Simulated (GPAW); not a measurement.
**ZrC: optical spectrum from first principles**

Aim: the dielectric function of ZrC, and the optical constants that follow from it. The cell comes from an older database entry, whose edges can differ from later determinations, mostly by under a per cent.

Calculated with GPAW 26.7.0; DFT, revPBE, plane-wave PAW (GPAW data sets), scalar-relativistic, RPA, optical limit.

The database entry behind the starting cell differs from later determinations by our own check (an axis about 0.7 % long against later determinations), so it need not match the best structure at ambient conditions.

### Step 1. The structure

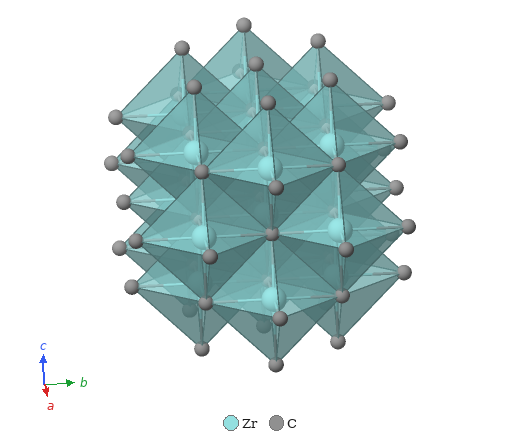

The starting structure, seen slightly off an axis (zirconium light teal, carbon grey). 2×1×1 cells are drawn. This picture shows the conventional cell, with its axes. Some periodic images of atoms are drawn too.

### Step 2. Ground state

First the ground state: is it a metal or has it a gap?

This step: DFT, revPBE, plane-wave PAW (GPAW data sets), scalar-relativistic, ground state (GPAW 26.7.0).

The input, gs.py:

```python
from ase import Atoms
from ase.dft.bandgap import bandgap
from gpaw import GPAW, PW, FermiDirac

atoms = Atoms(['Zr', 'C'],
              cell=[[0.00000000, 2.36500000, 2.36500000],
                    [2.36500000, 0.00000000, 2.36500000],
                    [2.36500000, 2.36500000, 0.00000000]],
              scaled_positions=[[0.50000000, 0.50000000, 0.50000000],
                                [0.00000000, 0.00000000, 0.00000000]],
              pbc=[True, True, True])
atoms.calc = GPAW(mode=PW(400), xc='revPBE', kpts={'size': (8, 8, 8), 'gamma': True},
                  occupations=FermiDirac(0.05), maxiter=150, txt='gs.txt')
print('energy (eV)', atoms.get_potential_energy())
print('Fermi level (eV)', atoms.calc.get_fermi_level())
print('valence electrons', atoms.calc.get_number_of_electrons())
print('gap (eV)', bandgap(atoms.calc, output=None)[0])
print('direct gap (eV)', bandgap(atoms.calc, direct=True, output=None)[0])
atoms.calc.write('gs.gpw')
```

Launch:

```console
> OMP_NUM_THREADS=1 python gs.py
```

Numbers of over 12 decimals in the logs are rounded to 6 here.

The log of the run:

```text
__  _  _
 | _ |_)|_||  |
 |__||  | ||/\| - 26.7.0

Versions:
  Python: 3.12.14
  ASE:    3.29.0
  Numpy:  2.5.5
  Scipy:  1.18.1
  Libxc:  7.0.0

Input parameters:
  mode=PW(ecut=400.0),
  kpts=MonkhorstPack(size=(8, 8, 8), gamma=True),
  maxiter=150,
  occupations=Occupations(name='fermi-dirac', width=0.05, fixmagmom=False),
  xc=XC(name='revPBE')

Diagonalizing LCAO Hamiltonian
Converting LCAO to pw mode

               Zr

       C

Atoms  # Å, Bohr magnetons
|   | symbol |        x |        y |        z |    initial magnetic moments |
| 0 |     Zr | 2.365000 | 2.365000 | 2.365000 | ( 0.0000,  0.0000,  0.0000) |
| 1 |      C | 0.000000 | 0.000000 | 0.000000 | ( 0.0000,  0.0000,  0.0000) |

Unit cell  # Å
| periodic |        x |        y |        z |  lengths |    angles |
|      yes | 0.000000 | 2.365000 | 2.365000 | 3.344615 | 60.000000 |
|      yes | 2.365000 | 0.000000 | 2.365000 | 3.344615 | 60.000000 |
|      yes | 2.365000 | 2.365000 | 0.000000 | 3.344615 | 60.000000 |

Number of symmetries: 48
Symmetry operations  # r_c * U_cc + t_c -> r_c
|    | kind |            matrix            |
|  0 |  σ   |  1, 0, 0,  1, 0,-1,  1,-1, 0 |
|  1 |  C2  |  1, 0, 0,  1,-1, 0,  1, 0,-1 |
|  2 |  E   |  1, 0, 0,  0, 1, 0,  0, 0, 1 |
|  3 |  σ   |  1, 0, 0,  0, 0, 1,  0, 1, 0 |
|  4 |  C4  |  1, 0,-1,  1, 0, 0,  1,-1, 0 |
|  5 |  S6  |  1, 0,-1,  1,-1, 0,  1, 0, 0 |
|  6 |  σ   |  1, 0,-1,  0, 1,-1,  0, 0,-1 |
|  7 |  C3  |  1, 0,-1,  0, 0,-1,  0, 1,-1 |
|  8 |  S6  |  1,-1, 0,  1, 0, 0,  1, 0,-1 |
|  9 |  C4  |  1,-1, 0,  1, 0,-1,  1, 0, 0 |
| 10 |  C3  |  1,-1, 0,  0,-1, 1,  0,-1, 0 |
| 11 |  σ   |  1,-1, 0,  0,-1, 0,  0,-1, 1 |
| 12 |  σ   |  0, 1, 0,  1, 0, 0,  0, 0, 1 |
| 13 |  C4  |  0, 1, 0,  0, 1,-1, -1, 1, 0 |
| 14 |  C3  |  0, 1, 0,  0, 0, 1,  1, 0, 0 |
| 15 |  S6  |  0, 1, 0, -1, 1, 0,  0, 1,-1 |
| 16 |  C2  |  0, 1,-1,  1, 0,-1,  0, 0,-1 |
| 17 |  σ   |  0, 1,-1,  0, 1, 0, -1, 1, 0 |
| 18 |  S4  |  0, 1,-1,  0, 0,-1,  1, 0,-1 |
| 19 |  C4  |  0, 1,-1, -1, 1, 0,  0, 1, 0 |
| 20 |  C3  |  0, 0, 1,  1, 0, 0,  0, 1, 0 |
| 21 |  σ   |  0, 0, 1,  0, 1, 0,  1, 0, 0 |
| 22 |  S6  |  0, 0, 1,  0,-1, 1, -1, 0, 1 |
| 23 |  C4  |  0, 0, 1, -1, 0, 1,  0,-1, 1 |
| 24 |  S4  |  0, 0,-1,  1, 0,-1,  0, 1,-1 |
| 25 |  C3  |  0, 0,-1,  0, 1,-1,  1, 0,-1 |
| 26 |  C2  |  0, 0,-1,  0,-1, 0, -1, 0, 0 |
| 27 |  S6  |  0, 0,-1, -1, 0, 0,  0,-1, 0 |
| 28 |  S4  |  0,-1, 1,  1,-1, 0,  0,-1, 0 |
| 29 |  C4  |  0,-1, 1,  0, 0, 1, -1, 0, 1 |
| 30 |  C2  |  0,-1, 1,  0,-1, 0,  1,-1, 0 |
| 31 |  σ   |  0,-1, 1, -1, 0, 1,  0, 0, 1 |
| 32 |  C3  |  0,-1, 0,  1,-1, 0,  0,-1, 1 |
| 33 |  S6  |  0,-1, 0,  0, 0,-1, -1, 0, 0 |
| 34 |  S4  |  0,-1, 0,  0,-1, 1,  1,-1, 0 |
| 35 |  C2  |  0,-1, 0, -1, 0, 0,  0, 0,-1 |
| 36 |  C2  | -1, 1, 0,  0, 1, 0,  0, 1,-1 |
| 37 |  S6  | -1, 1, 0,  0, 1,-1,  0, 1, 0 |
| 38 |  S4  | -1, 1, 0, -1, 0, 1, -1, 0, 0 |
| 39 |  C3  | -1, 1, 0, -1, 0, 0, -1, 0, 1 |
| 40 |  S6  | -1, 0, 1,  0, 0, 1,  0,-1, 1 |
| 41 |  C2  | -1, 0, 1,  0,-1, 1,  0, 0, 1 |
| 42 |  C3  | -1, 0, 1, -1, 1, 0, -1, 0, 0 |
| 43 |  S4  | -1, 0, 1, -1, 0, 0, -1, 1, 0 |
| 44 |  C2  | -1, 0, 0,  0, 0,-1,  0,-1, 0 |
| 45 |  i   | -1, 0, 0,  0,-1, 0,  0, 0,-1 |
| 46 |  σ   | -1, 0, 0, -1, 1, 0, -1, 0, 1 |
| 47 |  C2  | -1, 0, 0, -1, 0, 1, -1, 1, 0 |

BZ-sampling:
  Number of BZ points: 512
  Number of IBZ points: 29

  Monkhorst-Pack size: [8, 8, 8]
  Monkhorst-Pack shift: [0.0625, 0.0625, 0.0625]

K-points  # in reciprocal-cell coordinates
|     |                                coordinates |     weight |
|   0 | (  0.00000000,   0.00000000,   0.00000000) | 0.00195312 |
|   1 | (  0.12500000,   0.12500000,   0.00000000) | 0.01171875 |
|   2 | (  0.12500000,   0.12500000,   0.12500000) | 0.01562500 |
|   3 | (  0.25000000,   0.12500000,   0.12500000) | 0.02343750 |
|   4 | (  0.25000000,   0.25000000,   0.00000000) | 0.01171875 |
|   5 | (  0.25000000,   0.25000000,   0.12500000) | 0.04687500 |
|   6 | (  0.25000000,   0.25000000,   0.25000000) | 0.01562500 |
|   7 | (  0.37500000,   0.25000000,  -0.37500000) | 0.04687500 |
|   8 | (  0.37500000,   0.25000000,   0.12500000) | 0.04687500 |
|   9 | (  0.37500000,   0.25000000,   0.25000000) | 0.04687500 |
| ... |                                            |            |
|  28 | (  0.50000000,   0.50000000,   0.50000000) | 0.00781250 |

Plane wave coefficients: 531
Cutoff: 400.0 eV

Spin-components: 1 (collinear spins)
Bands:           14
Projectors:      11
Spin-degeneracy: 2
Datatype:        complex128

Parallelization:
  kpt:    1
  domain: 1
  band:   1

Density:
  Valence electrons: 16.0
  Components: 1
  Grid points: [16 16 16]
  Charge: 0.0  # |e|

Potential:
  Grid points: [16 16 16]

species:
  Zr:
    name:    Zirconium
    id:
    Z:       40.0
    valence: 12
    core:    28
    charge:  0.0  # [|e|]
    compensation charges:
      type: gauss
      rc: 0.40  # [Å]
      lmax: 2
    cutoffs:
      filter: 2.39  # [Å]
      core: 1.59  # [Å]
    projectors
    | kind |    occ | energy [eV] | rcut [Å] |
    |   4s |  2.000 |     -54.468 |    1.323 |
    |   5s |  2.000 |      -4.393 |    1.323 |
    |   4p |  6.000 |     -32.460 |    1.334 |
    |   5p |  0.000 |      -1.451 |    1.334 |
    |   4d |  2.000 |      -3.567 |    1.244 |
    |    d |        |      23.644 |    1.244 |

    Using partial waves for Zr as LCAO basis

  C:
    name:    Carbon
    id:
    Z:       6.0
    valence: 4
    core:    2
    charge:  0.0  # [|e|]
    compensation charges:
      type: gauss
      rc: 0.20  # [Å]
      lmax: 2
    cutoffs:
      filter: 1.14  # [Å]
      core: 1.14  # [Å]
    projectors
    | kind |    occ | energy [eV] | rcut [Å] |
    |   2s |  2.000 |     -13.783 |    0.635 |
    |   2p |  2.000 |      -5.237 |    0.635 |
    |    s |        |      13.429 |    0.635 |
    |    p |        |      21.974 |    0.635 |
    |    d |        |       0.000 |    0.635 |

    Using partial waves for C as LCAO basis

Reference energy: -98927.692232  # eV

eigensolver:
  PPCG
  Converge bands: occupied
  niter=2

density mixing:
  MSR1-Mixer
  Pratt-step length: 0.05
  Maximum mixing coefficient: 0.75
  Old densities: 10
  SVD Regularization: 0.005
  Good broyden scale: 1.0
  Trust region scale: 1.0
  Backstep threshold: 4.0
  History deletion threshold: 6.0
  Fourier metric: weight=20.0, sigma=0.015

occupation numbers:
  Fermi-Dirac:
    width: 0.0500  # eV

poisson solver:
  ecut: 3200.0  # eV

xc functional:
  name: revPBE with 2 nearest neighbor stencil

convergence criteria:
- Maximum [total energy] change in last 3 cyles: 0.0005 eV / valence electron
- Maximum integral of absolute [dens]ity change: 0.0001 electrons / valence electron
- Maximum integral of absolute [eigenst]ate change: 4e-08 eV^2 / valence electron
maximum number of iterations: 150

SCF iterations
|iter     |      energy | eigst |  dens |
|iter:   1||  -19.257386 | -0.22 |       |
|iter:   2||  -18.674308 | -1.45 | -0.81 |
|iter:   3||  -17.492981 | -0.80 | -0.88 |
|iter:   4||  -17.502400 | -2.79 | -1.59 |
|iter:   5||  -17.510352 | -3.13 | -1.79 |
|iter:   6||  -17.510305c| -4.44 | -3.03 |
|iter:   7||  -17.510304c| -5.65 | -3.64 |
|iter:   8||  -17.510305c| -6.81 | -4.04c|
|iter:   9||  -17.510305c| -7.99c| -5.29c|

Converged in 9 steps
SCF loop duration: 2.744 s (0.305 s/step)
Energy contributions relative to reference atoms: (reference = -98927.692232)

Energy contributions:
  Kinetic:          12.338071
  Coulomb:         -14.506392
  Zero:              0.198714
  External:          0.000000
  Xc:              -15.539252
  Entropy:          -0.002889
  Spinorbit:         0.000000
  ----------------------------
  Free energy:     -17.511749
  Extrapolated:    -17.510305

dipole moment: (-9.425746, -9.425746, -9.425746)  # |e|*Ang

Fermi level: 10.266
Eigenvalues  # (at kpt = [0.000, 0.000, 0.000])
| band index |      eig [eV] | occ [0-2] |
|          0 |       -37.908 |     2.000 |
|          1 |       -15.643 |     2.000 |
|          2 |       -15.643 |     2.000 |
|          3 |       -15.643 |     2.000 |
|          4 |        -0.987 |     2.000 |
|          5 |        11.231 |     0.000 |
|          6 |        11.231 |     0.000 |
|          7 |        11.231 |     0.000 |
|          8 |        11.400 |     0.000 |
|          9 |        11.400 |     0.000 |
|         10 |        11.400 |     0.000 |
|         11 |        13.054 |     0.000 |
|         12 |        13.054 |     0.000 |
|         13 |        17.366 |     0.000 |

No gap
No difference between direct/indirect transitions

--- standard output ---
energy (eV) -17.510305
Fermi level (eV) 10.265698
valence electrons 16.0
gap (eV) 0.0
direct gap (eV) 0.0
```

Run time: 4.2 s. Hardware: 1 thread of Arm Neoverse V2, shared host; peak memory 0.13 GiB.

This step gave:

| Item | Value |
| --- | --- |
| energy | -17.51 eV |
| Fermi energy | 10.27 eV |
| electrons | 16 |

There are states at the Fermi level within the smearing, so the occupations stay smeared and the carriers get a Drude term.

### Step 3. Bands for the response

At the fixed density, many empty bands are solved on the mesh of the response, since the spectrum sums over them.

This step: DFT, revPBE, plane-wave PAW (GPAW data sets), scalar-relativistic, bands at fixed density (GPAW 26.7.0).

The input, nscf.py:

```python
from ase.dft.bandgap import bandgap
from gpaw import GPAW, FermiDirac

calc = GPAW('gs.gpw').fixed_density(kpts={'size': (16, 16, 16), 'gamma': True}, nbands=30, convergence={'bands': 24},
                                    occupations=FermiDirac(0.05), txt='nscf.txt')
print('gap (eV)', bandgap(calc, output=None)[0])
print('direct gap (eV)', bandgap(calc, direct=True, output=None)[0])
print('top band over the Fermi level (eV)', min(calc.get_eigenvalues(kpt=k)[23] for k in range(len(calc.get_ibz_k_points()))) - calc.get_fermi_level())
calc.write('full.gpw', mode='all')
```

Launch:

```console
> OMP_NUM_THREADS=1 python nscf.py
```

The log of the run:

```text
Diagonalizing LCAO Hamiltonian
Converting LCAO to pw mode
convergence criteria:
- Maximum integral of absolute [eigenst]ate change: 4e-08 eV^2 / valence electron
maximum number of iterations: 150

SCF iterations
|iter     |      energy | eigst |  dens |
|iter:   1||             | +2.68 |       |
|iter:   2||             | +0.69 |       |
|iter:   3||             | -0.94 |       |
|iter:   4||             | -2.90 |       |
|iter:   5||             | -4.61 |       |
|iter:   6||             | -6.51 |       |
|iter:   7||             | -7.64c|       |
SCF steps: 7
  __  _  _
 | _ |_)|_||  |
 |__||  | ||/\| - 26.7.0

Versions:
  Python: 3.12.14
  ASE:    3.29.0
  Numpy:  2.5.5
  Scipy:  1.18.1
  Libxc:  7.0.0

Input parameters:
  mode=PW(ecut=400.0),
  convergence={'bands': 24},
  gpts=array([16, 16, 16]),
  kpts=MonkhorstPack(size=(16, 16, 16), gamma=True),
  maxiter=150,
  nbands=30,
  occupations=Occupations(name='fermi-dirac', width=0.05, fixmagmom=False),
  parallel={},
  xc=XC(name='revPBE')

--- standard output ---
gap (eV) 0.0
direct gap (eV) 0.0
top band over the Fermi level (eV) 27.032279
```

Wall time 23 s (1 thread); peak memory 0.18 GiB.

(Part 1 of 2 ends here.)

[Machine, clock and banner lines and Python warnings are left out of the logs.]

[Logs are printed without paths, hosts, clocks, repeated set-up lines and the standing remarks that a program may print on its own settings, such as how far it seeks lower states.]

[Hosts, paths, dates, database ids (printed as entryN), source tags and the programs' standing remarks are cut or masked in the printed files.]
